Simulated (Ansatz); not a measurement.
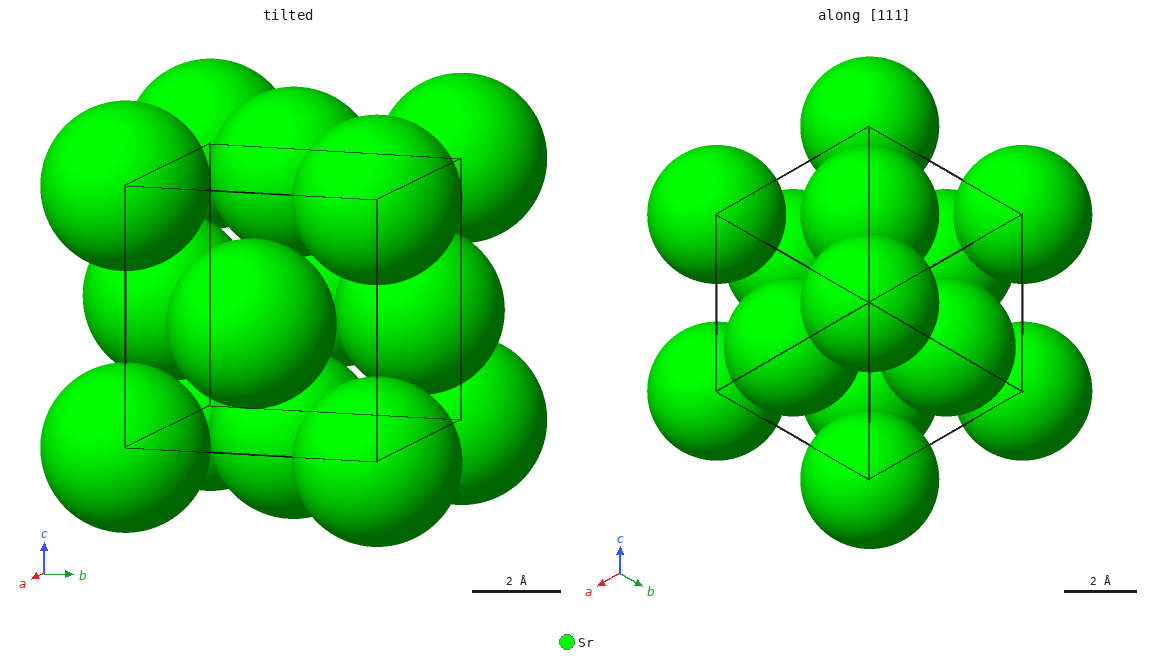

View slightly off an axis and along [111], drawn as a space-filling model. The conventional unit cell is outlined; an atom on or near a face, edge or corner is repeated at each equivalent position.

Describe the crystal.

The element is strontium. The atoms follow space group Fm-3m (No. 225); the Bravais lattice is face-centred cubic. The arrangement is known as face-centred cubic (Cu type). The cell holds four atoms. About every Sr there are twelve Sr in a cuboctahedral arrangement at about 4.3 Å.

The model was built from the standard structure of this element. The cell was then strained or its atoms displaced on purpose. It went into a calculation with Ansatz.
